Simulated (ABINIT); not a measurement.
# Geometry relaxation, with input and output: Zr (part 3 of 3)

The same run, continued: Zr (2 atoms in the cell); Kohn-Sham DFT of a periodic cell, PBE with D3, JTH PAW PBE v2.0, no spin polarisation (ABINIT 10.8.3); cutoff 462.59 eV, 9×9×5 k-mesh, fermi-dirac of 0.05 eV. The structure derives from an entry of the Crystallography Open Database.

Geometry of the input (Å; fractional positions):
```
3.2320  0.0000  0.0000
-1.6160  2.7990  0.0000
0.0000  0.0000  5.1470
Zr 0.6667  0.3333  0.7500
Zr 0.3333  0.6667  0.2500
```

What the program printed, continued:
```
--- !ResultsGS
iteration_state: {dtset: 1, itime: 5, icycle: 1, }
comment   : Summary of ground state results
lattice_vectors:
- [  6.0207760,   0.0000000,   0.0000000, ]
- [ -3.0103880,   5.2141449,   0.0000000, ]
- [  0.0000000,   0.0000000,   9.6803739, ]
lattice_lengths: [   6.02078,    6.02078,    9.68037, ]
lattice_angles: [ 90.000,  90.000, 120.000, ] # degrees, (23, 13, 12)
lattice_volume:   3.0389790E+02
convergence: {deltae: -6.321E-11, res2:  9.319E-10, residm:  7.900E-06, diffor: null, }
etotal    :  -9.50525574E+01
entropy   :   0.00000000E+00
fermie    :   4.26415045E-01
cartesian_stress_tensor: # hartree/bohr^3
- [  2.16532402E-06,   0.00000000E+00,   0.00000000E+00, ]
- [  0.00000000E+00,   2.16532373E-06,   0.00000000E+00, ]
- [  0.00000000E+00,   0.00000000E+00,   6.14123083E-07, ]
pressure_GPa:  -4.8493E-02
xred      :
- [  6.6667E-01,   3.3333E-01,   7.5000E-01, Zr]
- [  3.3333E-01,   6.6667E-01,   2.5000E-01, Zr]
cartesian_forces: # hartree/bohr
- [  3.35419210E-29,  -3.22757285E-29,  -0.00000000E+00, ]
- [ -3.35419210E-29,   3.22757285E-29,  -0.00000000E+00, ]
force_length_stats: {min:   4.65487177E-29, max:   4.65487177E-29, mean:   4.65487177E-29, }
...

 Integrated electronic density in atomic spheres:
 ------------------------------------------------
 Atom  Sphere_radius  Integrated_density
    1        2.22030          9.05399245
    2        2.22030          9.05399245

---OUTPUT-----------------------------------------------------------------------

 Cartesian coordinates (xcart) [bohr]
  3.01038798192754E+00  1.73804831176231E+00  7.26028039661488E+00
 -3.96984620544199E-17  3.47609662352462E+00  2.42009346553829E+00
 Reduced coordinates (xred)
  6.66666666666666E-01  3.33333333333333E-01  7.50000000000000E-01
  3.33333333333333E-01  6.66666666666666E-01  2.50000000000000E-01
 Cartesian forces (fcart) [Ha/bohr]; max,rms= 3.35419E-29 2.68749E-29 (free atoms)
  3.35419209997098E-29 -3.22757285299527E-29 -0.00000000000000E+00
 -3.35419209997098E-29  3.22757285299527E-29 -0.00000000000000E+00
 Gradient of E wrt nuclear positions in reduced coordinates (gred)
 -2.01948391736579E-28  2.69264522315439E-28 -0.00000000000000E+00
  2.01948391736579E-28 -2.69264522315439E-28 -0.00000000000000E+00
 Scale of Primitive Cell (acell) [bohr]
  6.02077596385509E+00  6.02077596393623E+00  9.68037386215317E+00
 Real space primitive translations (rprimd) [bohr]
  6.02077596385509E+00  0.00000000000000E+00  0.00000000000000E+00
 -3.01038798192754E+00  5.21414493528694E+00  0.00000000000000E+00
  0.00000000000000E+00  0.00000000000000E+00  9.68037386215317E+00
 Unitary Cell Volume (ucvol) [Bohr^3]=  3.03897898193610E+02
 Angles (23,13,12)= [degrees]
  9.00000000000000E+01  9.00000000000000E+01  1.19999999999554E+02
 Lengths [Bohr]
  6.02077596385509E+00  6.02077596393623E+00  9.68037386215317E+00
 Stress tensor in cartesian coordinates (strten) [Ha/bohr^3]
  2.16532402007655E-06  0.00000000000000E+00  0.00000000000000E+00
  0.00000000000000E+00  2.16532372863606E-06  0.00000000000000E+00
  0.00000000000000E+00  0.00000000000000E+00  6.14123082935680E-07
 Total energy (etotal) [Ha]= -9.50525573784751E+01

 Difference of energy with previous step (new-old):
           Absolute (Ha)=-1.25598E-05
           Relative     =-1.32135E-07

--- Iteration: ( 6/60) Internal Cycle: (1/1)
--------------------------------------------------------------------------------

---SELF-CONSISTENT-FIELD CONVERGENCE--------------------------------------------

--- !BeginCycle
iteration_state: {dtset: 1, itime: 6, icycle: 1, }
solver: {iscf: 17, nstep: 100, nline: 4, wfoptalg: 10, }
tolerances: {tolvrs: 1.00E-09, }
...

     iter   Etot(hartree)      deltaE(h)  residm     nres2
 ETOT  1  -95.052559530379    -9.505E+01 8.799E-06 5.802E-04
 ETOT  2  -95.052557604517     1.926E-06 8.738E-06 2.224E-05
 ETOT  3  -95.052557584880     1.964E-08 3.196E-05 1.985E-06
 ETOT  4  -95.052557586330    -1.451E-09 7.135E-06 3.508E-08
 ETOT  5  -95.052557586318     1.253E-11 2.500E-05 4.686E-10

 At SCF step    5       nres2   =  4.69E-10 < tolvrs=  1.00E-09 =>converged.

 Cartesian components of stress tensor (hartree/bohr^3)
  sigma(1 1)=  3.87792285E-07  sigma(3 2)=  0.00000000E+00
  sigma(2 2)=  3.87791994E-07  sigma(3 1)=  0.00000000E+00
  sigma(3 3)=  3.05865855E-07  sigma(2 1)=  0.00000000E+00

--- !ResultsGS
iteration_state: {dtset: 1, itime: 6, icycle: 1, }
comment   : Summary of ground state results
lattice_vectors:
- [  6.0189974,   0.0000000,   0.0000000, ]
- [ -3.0094987,   5.2126047,   0.0000000, ]
- [  0.0000000,   0.0000000,   9.6820442, ]
lattice_lengths: [   6.01900,    6.01900,    9.68204, ]
lattice_angles: [ 90.000,  90.000, 120.000, ] # degrees, (23, 13, 12)
lattice_volume:   3.0377079E+02
convergence: {deltae:  1.253E-11, res2:  4.686E-10, residm:  2.500E-05, diffor: null, }
etotal    :  -9.50525576E+01
entropy   :   0.00000000E+00
fermie    :   4.26603824E-01
cartesian_stress_tensor: # hartree/bohr^3
- [  3.87792285E-07,   0.00000000E+00,   0.00000000E+00, ]
- [  0.00000000E+00,   3.87791994E-07,   0.00000000E+00, ]
- [  0.00000000E+00,   0.00000000E+00,   3.05865855E-07, ]
pressure_GPa:  -1.0606E-02
xred      :
- [  6.6667E-01,   3.3333E-01,   7.5000E-01, Zr]
- [  3.3333E-01,   6.6667E-01,   2.5000E-01, Zr]
cartesian_forces: # hartree/bohr
- [  3.35518323E-29,   1.93711594E-29,  -0.00000000E+00, ]
- [ -3.35518323E-29,  -1.93711594E-29,  -0.00000000E+00, ]
force_length_stats: {min:   3.87423189E-29, max:   3.87423189E-29, mean:   3.87423189E-29, }
...

 Integrated electronic density in atomic spheres:
 ------------------------------------------------
 Atom  Sphere_radius  Integrated_density
    1        2.22030          9.05353260
    2        2.22030          9.05353260

---OUTPUT-----------------------------------------------------------------------

 Cartesian coordinates (xcart) [bohr]
  3.00949870228936E+00  1.73753488592382E+00  7.26153314089813E+00
 -1.87497828967526E-16  3.47506977184763E+00  2.42051104696604E+00
 Reduced coordinates (xred)
  6.66666666666666E-01  3.33333333333333E-01  7.50000000000000E-01
  3.33333333333333E-01  6.66666666666666E-01  2.50000000000000E-01
 Cartesian forces (fcart) [Ha/bohr]; max,rms= 3.35518E-29 2.23679E-29 (free atoms)
  3.35518323338957E-29  1.93711594294318E-29 -0.00000000000000E+00
 -3.35518323338957E-29 -1.93711594294318E-29 -0.00000000000000E+00
 Gradient of E wrt nuclear positions in reduced coordinates (gred)
 -2.01948391736579E-28 -9.06885558438553E-45 -0.00000000000000E+00
  2.01948391736579E-28 -2.01488040238845E-44  0.00000000000000E+00
 Scale of Primitive Cell (acell) [bohr]
  6.01899740457873E+00  6.01899740465985E+00  9.68204418786418E+00
 Real space primitive translations (rprimd) [bohr]
  6.01899740457873E+00  0.00000000000000E+00  0.00000000000000E+00
 -3.00949870228937E+00  5.21260465777145E+00  0.00000000000000E+00
  0.00000000000000E+00  0.00000000000000E+00  9.68204418786418E+00
 Unitary Cell Volume (ucvol) [Bohr^3]=  3.03770785498980E+02
 Angles (23,13,12)= [degrees]
  9.00000000000000E+01  9.00000000000000E+01  1.19999999999554E+02
 Lengths [Bohr]
  6.01899740457873E+00  6.01899740465985E+00  9.68204418786418E+00
 Stress tensor in cartesian coordinates (strten) [Ha/bohr^3]
  3.87792285288721E-07  0.00000000000000E+00  0.00000000000000E+00
  0.00000000000000E+00  3.87791993660888E-07  0.00000000000000E+00
  0.00000000000000E+00  0.00000000000000E+00  3.05865855056847E-07
 Total energy (etotal) [Ha]= -9.50525575863175E+01

 Difference of energy with previous step (new-old):
           Absolute (Ha)=-2.07842E-07
           Relative     =-2.18661E-09

 At Broyd/MD step   6, gradients are converged :
  max grad (force/stress) = 3.8779E-05 < tolmxf= 1.0000E-04 ha/bohr (free atoms)

================================================================================

 ----iterations are completed or convergence reached----

 Mean square residual over all n,k,spin=   57.312E-09; max=  24.997E-06
 reduced coordinates (array xred) for    2 atoms
       0.666666666667      0.333333333333      0.750000000000
       0.333333333333      0.666666666667      0.250000000000
 rms dE/dt=  1.9817E-28; max dE/dt=  2.6926E-28; dE/dt below (all hartree)
    1      -0.000000000000     -0.000000000000      0.000000000000
    2       0.000000000000     -0.000000000000      0.000000000000

 cartesian coordinates (angstrom) at end:
    1      1.59255812841327     0.91946386415605     3.84263785177328
    2     -0.00000000000000     1.83892772831210     1.28087928392443

 cartesian forces (hartree/bohr) at end:
    1      0.00000000000000     0.00000000000000    -0.00000000000000
    2     -0.00000000000000    -0.00000000000000    -0.00000000000000
 frms,max,avg= 2.2367888E-29 3.3551832E-29   0.000E+00  0.000E+00  0.000E+00 h/b

 cartesian forces (eV/Angstrom) at end:
    1      0.00000000000000     0.00000000000000    -0.00000000000000
    2     -0.00000000000000    -0.00000000000000    -0.00000000000000
 frms,max,avg= 1.1502031E-27 1.7253046E-27   0.000E+00  0.000E+00  0.000E+00 e/A
 length scales=  6.018997404579  6.018997404660  9.682044187864 bohr
              =  3.185116256827  3.185116256869  5.123517135698 angstroms
 Fermi (or HOMO) energy (hartree) =   0.42660   Average Vxc (hartree)=  -0.41517
 Eigenvalues (hartree) for nkpt=  36  k points:
 kpt#   1, nband= 16, wtk=  0.00247, kpt=  0.0000  0.0000  0.0000 (reduced coord)
  -1.36605   -1.35975   -0.57866   -0.54323   -0.54323   -0.53830   -0.53777   -0.53777
   0.21675    0.31176    0.45906    0.45906    0.46110    0.47137    0.48490    0.48490
      occupation numbers for kpt#   1
   2.00000    2.00000    2.00000    2.00000    2.00000    2.00000    2.00000    2.00000
   2.00000    2.00000    0.00000    0.00000    0.00000    0.00000    0.00000    0.00000
 prteigrs : prtvol=0 or 1, do not print more k-points.

--- !EnergyTerms
iteration_state     : {dtset: 1, itime: 6, icycle: 1, }
comment             : Components of total free energy in Hartree
kinetic             :  2.43424558684319E+01
hartree             :  1.47677073145542E+01
xc                  : -1.35503517861547E+01
Ewald energy        : -7.79464496703275E+01
psp_core            :  2.46492381929368E+00
local_psp           : -6.71830699323250E+01
PAW spherical_terms :  2.20851817727860E+01
VdWaals_dft_d       : -3.23736819328532E-02
internal            : -9.50519762956743E+01
'-kT*entropy'       : -6.03919191070744E-04
total_energy        : -9.50525802148654E+01
total_energy_eV     : -2.58651247390379E+03
...

--- !EnergyTermsDC
iteration_state     : {dtset: 1, itime: 6, icycle: 1, }
comment             : '"Double-counting" decomposition of free energy'
band_energy         : -9.21296766544894E+00
Ewald energy        : -7.79464496703275E+01
psp_core            :  2.46492381929368E+00
xc_dc               : -1.29590582256975E+01
PAW spherical_terms :  2.63397175698670E+00
VdWaals_dft_d       : -3.23736819328532E-02
internal            : -9.50519536671265E+01
'-kT*entropy'       : -6.03919191070744E-04
total_energy_dc     : -9.50525575863175E+01
total_energy_dc_eV  : -2.58651185814964E+03
...

--- !EnergyTermsWithPAWCore
iteration_state     : {dtset: 1, itime: 6, icycle: 1, }
comment             : 'Components of total free energy, including PAW core contributions'
Total energy        : -7.19762980647051E+03
Total energy DC     : -7.19762978384197E+03
Total energy (eV)   : -1.95857484719455E+05
Total energy DC (eV): -1.95857484103700E+05
...

 Cartesian components of stress tensor (hartree/bohr^3)
  sigma(1 1)=  3.87792285E-07  sigma(3 2)=  0.00000000E+00
  sigma(2 2)=  3.87791994E-07  sigma(3 1)=  0.00000000E+00
  sigma(3 3)=  3.05865855E-07  sigma(2 1)=  0.00000000E+00

-Cartesian components of stress tensor (GPa)         [Pressure= -1.0606E-02 GPa]
- sigma(1 1)=  1.14092429E-02  sigma(3 2)=  0.00000000E+00
- sigma(2 2)=  1.14092344E-02  sigma(3 1)=  0.00000000E+00
- sigma(3 3)=  8.99888414E-03  sigma(2 1)=  0.00000000E+00

== END DATASET(S) ==============================================================
================================================================================

 -outvars: echo values of variables after computation  --------
            acell      6.0189974046E+00  6.0189974047E+00  9.6820441879E+00 Bohr
           etotal     -9.5052557586E+01
            fcart      3.3551832334E-29  1.9371159429E-29 -0.0000000000E+00
                      -3.3551832334E-29 -1.9371159429E-29 -0.0000000000E+00
            rprim      1.0000000000E+00  0.0000000000E+00  0.0000000000E+00
                      -4.9999999999E-01  8.6602540379E-01  0.0000000000E+00
                       0.0000000000E+00  0.0000000000E+00  1.0000000000E+00
           strten      3.8779228529E-07  3.8779199366E-07  3.0586585506E-07
                       0.0000000000E+00  0.0000000000E+00  0.0000000000E+00
           xangst      1.5925581284E+00  9.1946386416E-01  3.8426378518E+00
                      -9.9219578116E-17  1.8389277283E+00  1.2808792839E+00
             xred      6.6666666667E-01  3.3333333333E-01  7.5000000000E-01
                       3.3333333333E-01  6.6666666667E-01  2.5000000000E-01
 Calculation completed.
```

Trajectory as extended XYZ (Å, eV, eV/Å), 6 frames, from step=0 to step=5:
```
2
Lattice="3.2320 0.0000 0.0000 -1.6160 2.7990 0.0000 0.0000 0.0000 5.1470" Properties=species:S:1:pos:R:3:forces:R:3 step=0 energy=-2586.49579
Zr    1.6160    0.9330    3.8603    0.0000   0.0000   0.0000
Zr    0.0000    1.8660    1.2868    0.0000   0.0000   0.0000
2
Lattice="3.2210 0.0000 0.0000 -1.6105 2.7894 0.0000 0.0000 0.0000 5.1331" Properties=species:S:1:pos:R:3:forces:R:3 step=1 energy=-2586.50331
Zr    1.6105    0.9298    3.8498    0.0000   0.0000   0.0000
Zr    0.0000    1.8596    1.2833    0.0000   0.0000   0.0000
2
Lattice="3.1917 0.0000 0.0000 -1.5958 2.7641 0.0000 0.0000 0.0000 5.0998" Properties=species:S:1:pos:R:3:forces:R:3 step=2 energy=-2586.51142
Zr    1.5958    0.9214    3.8249    0.0000   0.0000   0.0000
Zr    0.0000    1.8427    1.2750    0.0000   0.0000   0.0000
2
Lattice="3.1913 0.0000 0.0000 -1.5957 2.7638 0.0000 0.0000 0.0000 5.1027" Properties=species:S:1:pos:R:3:forces:R:3 step=3 energy=-2586.51151
Zr    1.5957    0.9213    3.8270    0.0000   0.0000   0.0000
Zr    0.0000    1.8425    1.2757    0.0000   0.0000   0.0000
2
Lattice="3.1861 0.0000 0.0000 -1.5930 2.7592 0.0000 0.0000 0.0000 5.1226" Properties=species:S:1:pos:R:3:forces:R:3 step=4 energy=-2586.51185
Zr    1.5930    0.9197    3.8420    0.0000   0.0000   0.0000
Zr    0.0000    1.8395    1.2807    0.0000   0.0000   0.0000
2
Lattice="3.1851 0.0000 0.0000 -1.5926 2.7584 0.0000 0.0000 0.0000 5.1235" Properties=species:S:1:pos:R:3:forces:R:3 step=5 energy=-2586.51186
Zr    1.5926    0.9195    3.8426    0.0000   0.0000   0.0000
Zr    0.0000    1.8389    1.2809    0.0000   0.0000   0.0000
```

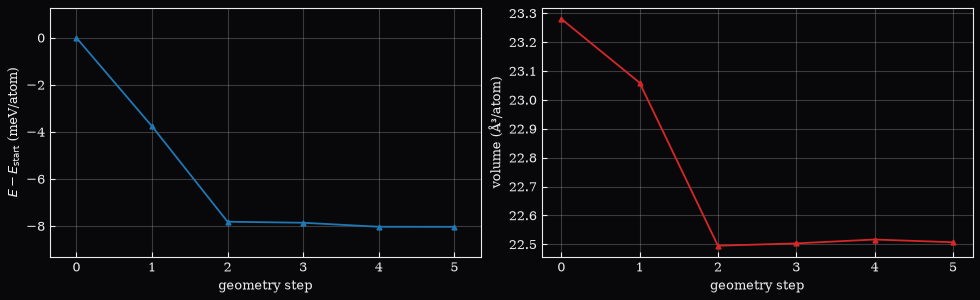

*Progress of the relaxation, step by step (steps are counted from 0).*

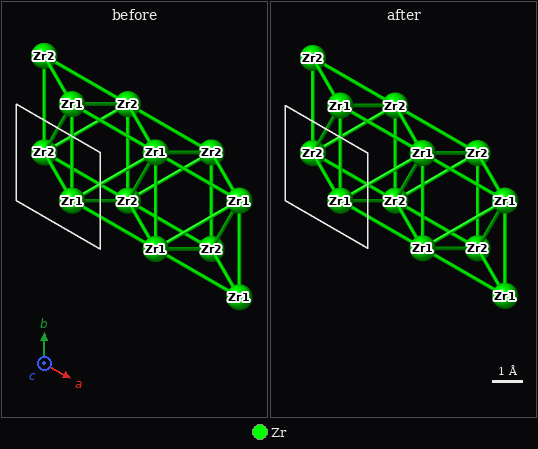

*Before (left) and after (right) the relaxation, at one scale (ball-and-stick view of the cell of the calculation, repeated 3 × 2 × 1, along the c axis).*

After 5 geometry steps the energy has fallen by 8.0 meV per atom. All forces vanish by symmetry, so only the cell relaxes. The atoms keep their places relative to the cell (all moves are under 0.005 Å). Cell: a = b 3.232 → 3.185 Å (−1.5 %), c 5.147 → 5.124 Å (−0.5 %). Volume −3.3 %. Distances before and after: Zr1–Zr1 3.232 → 3.185 Å, Zr1–Zr2 3.179 → 3.153 Å. The space group stays P6_3/mmc (No. 194). (Atoms are counted from 1 in the order of the input.)
